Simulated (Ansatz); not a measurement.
# Run report: C, geometry relaxation (part 2 of 2)

C (4 atoms in the cell); DFT r2SCAN, scalar-relativistic, plane waves, PAW, no spin polarisation (Ansatz 0.2.0); cutoff 500 eV, 18×18×6 k-mesh, Gaussian smearing of 0.1 eV. The structure derives from a Materials Project entry.

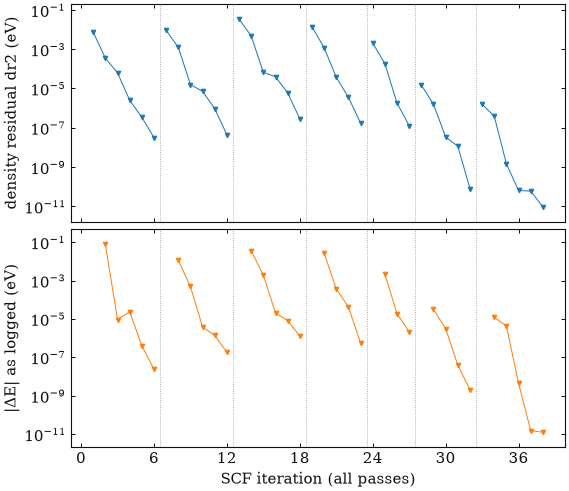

Fig. 1: Convergence of the self-consistent field: density residual dr2 and size of the energy change against the SCF iteration. The dotted lines part the SCF passes of the relaxation: geometry steps, rejected trials and re-solves on a re-selected basis. The 7 passes take 4 to 6 iterations each, 38 in all.

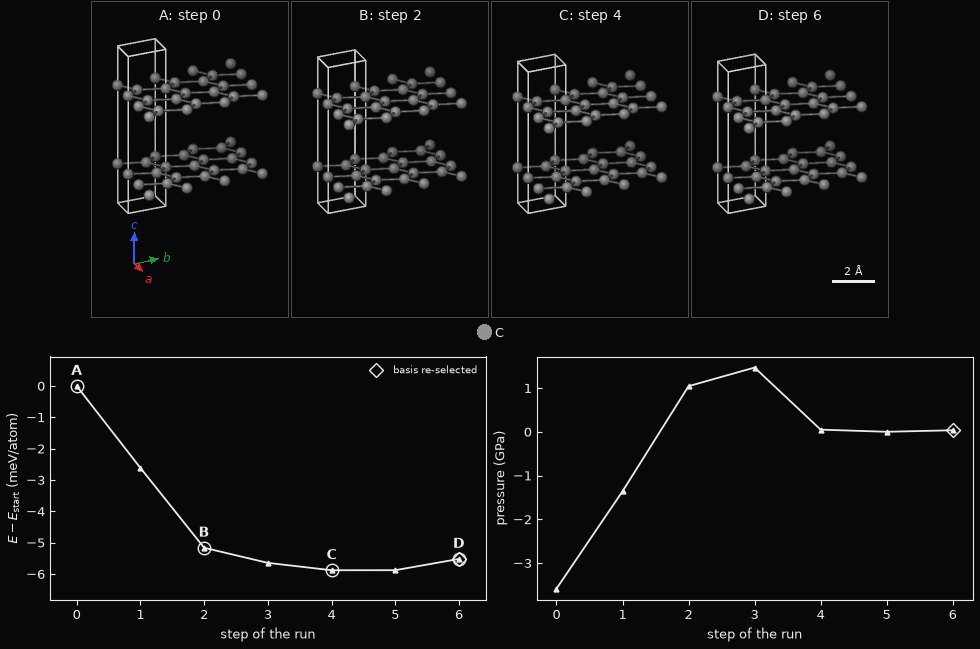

Fig. 2: Frames of the relaxation (ball-and-stick view of the cell of the calculation, repeated 3 × 3 × 1, seen slightly off an axis) above the curves, on which the letters mark them (the first geometry is step 0 here and step 1 in the log).

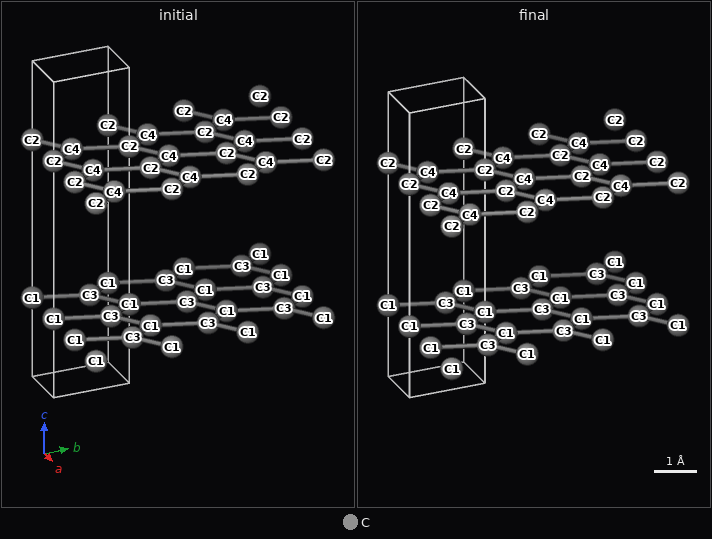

Fig. 3: Before (left) and after (right) the relaxation, at one scale (ball-and-stick view of the cell of the calculation, repeated 3 × 3 × 1, seen slightly off an axis). The atoms keep their places relative to the cell (all moves are under 0.005 Å). The volume changes by −10.7 %, with a = b 2.467 → 2.456 Å (−0.5 %), c 7.803 → 7.036 Å (−9.8 %). Among the contacts that change: C1–C3 1.424 → 1.418 Å. The space group stays P6_3/mmc (No. 194). After 5 geometry steps the energy has fallen by 5.9 meV per atom. All forces vanish by symmetry, so only the cell relaxes. The pressure goes from −3.58 to 0.04 GPa. A last SCF at the same geometry on a re-selected plane-wave basis shifts the energy by +0.4 meV per atom. (Atoms are counted from 1 in the order of the input.)

```
basis re-selected at this cell: Δ(F+E_penalty+E_count) = +1.435e-3 eV, ΔP = +0.034 GPa vs the last step (what re-selecting the basis moved, of the pressure what is left beyond the Pulay correction that the steps carried, after the strain that the cell walked since its last selection, with what the two solves' SCF thresholds leave and, on support functions, any second-order correction that the steps lacked; it is no measure of the basis error at this ecutwfc). The dense FFT grid was sized anew with the basis: this SCF ran on 18×18×54 points, the steps before it on 18×18×60, so part of this shift can come from that change (see relax.cell in the input reference). This SCF's stress stands 4.33e-2 GPa from its target on what of the cell is left free (relax.cell.stress_tol is 5.00e-2 GPa) and its largest allowed force component is 2.31e-16 eV/Å (relax.f_tol is 5.00e-3 eV/Å): within both
SCF converged after 6 iterations
Free energy (F): -1006.672468 eV
Harris-Foulkes:  -1006.672468 eV  (|F-HF|=5.68e-12)
Internal energy: -1006.671659 eV  (E = F + TS)
E sigma→0 (E₀):  -1006.672063 eV
Entropy (-TS):   -0.000809 eV (-0.202 meV/atom)
Fermi energy:    6.503977 eV
--- Per-component energies (eV) ---
  E_band       = -52.156196
  E_kinetic    = 363.486162
  E_local      = -661.722417  (includes V_loc(G=0)·N_el)
  E_nonlocal   = 107.803465
  E_hartree    = 206.131456
  E_xc         = -188.868123
  E_vxc        = -261.622533  (∫ρ·V_xc dr)
  E_paw        = -403.516236  (= ΣΔE_a)
  E_vpaw       = -27.015654  (= ΣTr[D̂ρ^β])
  E_aug_tail   = 0.000021  (compensation charges beyond the density's cutoff)
  E_vtau       = 14.651838  (kinetic-family band-sum trace: ∫τ·v_τ [+ j·A + Jᵃ·Aᵃ] dr)
  E_ewald      = -429.886891
  E_core_change = -0.099095  (= ΣΔE_core)
  E_smearing   = -0.000809  (= −TS)
  E_closure    = 0.000000  (closes the sum)
  Σ components = -1006.672468   (vs F -1006.672468, Δ=0.00e0)
--- Forces (eV/Å), atoms counted from 1 ---
  atom   1  C     -0.00000000     0.00000000    -0.00000000
  atom   2  C      0.00000000    -0.00000000     0.00000000
  atom   3  C      0.00000000    -0.00000000     0.00000000
  atom   4  C     -0.00000000     0.00000000    -0.00000000
  max |Σ_I F_I| component: 3.70e-17 eV/Å
--- Stress (GPa, compression-positive) ---
        0.034177       0.000000       0.000000
        0.000000       0.034177       0.000000
        0.000000       0.000000       0.043304
  P = ⅓ Tr σ = 0.0372 GPa (0.372 kbar)
--- Band table (eV; the first three rows and the last of 148) ---
  k-point 0: bands = ["-14.4400", "-14.2372", "-2.3592", "-0.7831", "3.2679", "3.2679", "3.2794", "3.2794", "10.5187", "15.2597", "15.2597", "15.2955"]
  k-point 1: bands = ["-14.4270", "-14.2514", "-2.2685", "-0.9089", "3.2686", "3.2686", "3.2786", "3.2786", "10.8213", "15.2620", "15.2620", "15.2930"]
  k-point 2: bands = ["-14.3910", "-14.2897", "-2.0125", "-1.2335", "3.2707", "3.2707", "3.2765", "3.2765", "11.6700", "14.3944", "15.2684", "15.2684"]
  k-point 147: bands = ["-7.0103", "-7.0103", "-7.0071", "-7.0071", "-4.6632", "-4.6632", "6.5086", "6.5086", "6.5131", "6.5131", "17.0919", "17.0919"]
--- Relaxed structure (6 steps of the walk, 6 accepted, 1 SCFs on fresh bases) ---
  F+E_penalty+E_count = -1006.67246783 eV   max|allowed force component| = 2.313e-16 eV/Å   (the final SCF, on the basis selected at the relaxed cell)
  cell:  # Å, volume = 36.7512 Å³
    - [2.455808196093003, 1.2554479704365845e-34, 4.697978061985585e-18]
    - [-1.2279040980465015, 2.1267922846385763, -2.3489890309927922e-18]
    - [1.4857859037743323e-17, 8.706770629414022e-34, 7.036423244069598]
  atoms:
    - { symbol: C, position: [-5.007417855406813e-33, -5.768586474124131e-33, 0.24999999999999994] }
    - { symbol: C, position: [6.933347799794049e-33, 5.768586474124132e-33, 0.7499999999999998] }
    - { symbol: C, position: [0.33333333333333326, 0.6666666666666665, 0.24999999999999994] }
    - { symbol: C, position: [0.6666666666666665, 0.33333333333333326, 0.7499999999999998] }
```

### Trajectory as extended XYZ (Å, eV, eV/Å), 7 frames, from step=1 to step=7
```
4
Lattice="2.4673 0.0000 0.0000 -1.2336 2.1367 0.0000 0.0000 0.0000 7.8031" Properties=species:S:1:pos:R:3:forces:R:3 step=1 energy=-1006.65040 pressure_GPa=-3.58
C     0.0000    0.0000    1.9508    0.0000   0.0000   0.0000
C     0.0000    0.0000    5.8523    0.0000   0.0000   0.0000
C     0.0000    1.4245    1.9508    0.0000   0.0000   0.0000
C     1.2336    0.7122    5.8523    0.0000   0.0000   0.0000
4
Lattice="2.4596 0.0000 0.0000 -1.2298 2.1301 0.0000 0.0000 0.0000 7.6413" Properties=species:S:1:pos:R:3:forces:R:3 step=2 energy=-1006.66085 pressure_GPa=-1.36
C     0.0000    0.0000    1.9103    0.0000   0.0000   0.0000
C     0.0000    0.0000    5.7310    0.0000   0.0000   0.0000
C     0.0000    1.4200    1.9103    0.0000   0.0000   0.0000
C     1.2298    0.7100    5.7310    0.0000   0.0000   0.0000
4
Lattice="2.4522 0.0000 0.0000 -1.2261 2.1237 0.0000 0.0000 0.0000 7.2525" Properties=species:S:1:pos:R:3:forces:R:3 step=3 energy=-1006.67104 pressure_GPa=1.05
C     0.0000    0.0000    1.8131    0.0000   0.0000   0.0000
C     0.0000    0.0000    5.4394    0.0000   0.0000   0.0000
C     0.0000    1.4158    1.8131    0.0000   0.0000   0.0000
C     1.2261    0.7079    5.4394    0.0000   0.0000   0.0000
4
Lattice="2.4517 0.0000 0.0000 -1.2258 2.1232 0.0000 0.0000 0.0000 6.9651" Properties=species:S:1:pos:R:3:forces:R:3 step=4 energy=-1006.67297 pressure_GPa=1.47
C     0.0000    0.0000    1.7413    0.0000   0.0000   0.0000
C     0.0000    0.0000    5.2238    0.0000   0.0000   0.0000
C     0.0000    1.4155    1.7413    0.0000   0.0000   0.0000
C     1.2258    0.7077    5.2238    0.0000   0.0000   0.0000
4
Lattice="2.4557 0.0000 0.0000 -1.2278 2.1267 0.0000 0.0000 0.0000 7.0284" Properties=species:S:1:pos:R:3:forces:R:3 step=5 energy=-1006.67391 pressure_GPa=0.05
C     0.0000    0.0000    1.7571    0.0000   0.0000   0.0000
C     0.0000    0.0000    5.2713    0.0000   0.0000   0.0000
C     0.0000    1.4178    1.7571    0.0000   0.0000   0.0000
C     1.2278    0.7089    5.2713    0.0000   0.0000   0.0000
4
Lattice="2.4558 0.0000 0.0000 -1.2279 2.1268 0.0000 0.0000 0.0000 7.0364" Properties=species:S:1:pos:R:3:forces:R:3 step=6 energy=-1006.67390 pressure_GPa=0.00
C     0.0000    0.0000    1.7591    0.0000   0.0000   0.0000
C     0.0000    0.0000    5.2773    0.0000   0.0000   0.0000
C     0.0000    1.4179    1.7591    0.0000   0.0000   0.0000
C     1.2279    0.7089    5.2773    0.0000   0.0000   0.0000
4
Lattice="2.4558 0.0000 0.0000 -1.2279 2.1268 0.0000 0.0000 0.0000 7.0364" Properties=species:S:1:pos:R:3:forces:R:3 step=7 energy=-1006.67247 pressure_GPa=0.04
C     0.0000    0.0000    1.7591    0.0000   0.0000   0.0000
C     0.0000    0.0000    5.2773    0.0000   0.0000   0.0000
C     0.0000    1.4179    1.7591    0.0000   0.0000   0.0000
C     1.2279    0.7089    5.2773    0.0000   0.0000   0.0000
```

This output came from the following input.

### Input
```yaml
crystal:
  lattice:
    - [2.4672912616, 0.0, 0.0]
    - [-1.2336456308, 2.1367369111, 0.0]
    - [0.0, 0.0, 7.803073]
  atoms:
    - { symbol: C, position: [0.0, 0.0, 0.25] }
    - { symbol: C, position: [0.0, 0.0, 0.75] }
    - { symbol: C, position: [0.33333333, 0.66666667, 0.25] }
    - { symbol: C, position: [0.66666667, 0.33333333, 0.75] }
basis:
  ecutwfc: 500
kpoints:
  mp_grid: { grid: [18, 18, 6] }
hamiltonian:
  xc: r2scan
scf:
  occupations: { method: gaussian, width: 0.1 }
output:
  forces: true
  stress: true
  eigenvalues: true
relax:
  adjacent_minimum: "off"
  f_tol: 0.005
  max_steps: 80
  cell: { stress_tol: 0.05 }
```

Command:
```bash
ansatz run input.yaml --threads 1 --pin off --max-ram 2560MiB --backend cpu --events-out ev --progress --plain --runs-dir out
```

### Summary

| quantity | value |
| --- | --- |
| outcome | converged |
| space group (tolerance 0.01 Å) | P6₃/mmc (194) |
| electrons treated | 16 |
| free energy | −1006.6725 eV |
| Fermi energy | 6.504 eV |
| gap on the k-point mesh | none (metallic) |
| pressure | 0.04 GPa |
| final volume | 36.75 Å³ |
| largest force (length of the vector) at the end | under 0.001 eV/Å |
| final cell | a = 2.456 Å, b = 2.456 Å, c = 7.036 Å, α = 90.00°, β = 90.00°, γ = 120.00° |
| hardware | 1 thread of Arm Neoverse N1, 24 GiB of memory available, shared host |
| wall time | 1.8 min |
| peak memory | 0.45 GiB |
